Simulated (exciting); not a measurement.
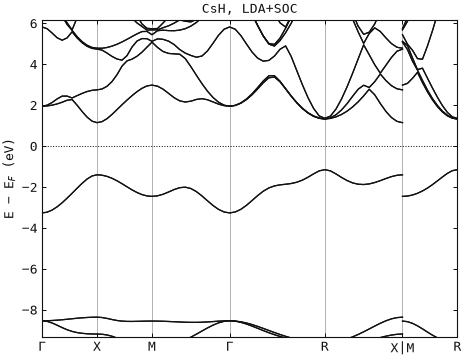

Band structure. Energies are counted from the Fermi level, put mid-gap where there is a gap.

> What lattice type does the k path imply?

A simple cubic lattice: the path Γ–X–M–Γ–R–X|M–R runs through the special points of its Brillouin zone.

System: CsCl-type CsH, space group Pm-3m (No. 221), 2 atoms in the cell; cubic a = 3.818 Å.

exciting; LDA, all-electron LAPW+lo, shipped species files, valence relativity zora, spin-orbit coupling, no magnetisation, 5×5×5 k mesh.

> Read off the fundamental gap and say whether it is direct.

The bands leave a gap. The gap along this path is 2.29 eV and indirect, from the valence-band top at R to the conduction-band bottom at X; the smallest direct gap is 2.47 eV, at R.

> What are the direct gaps at M, X and R?

The direct gaps are 5.44 eV at M, 2.55 eV at X and 2.47 eV at R.

LDA, GGA and most meta-GGA functionals understate gaps. The usual form of CsH is rocksalt.
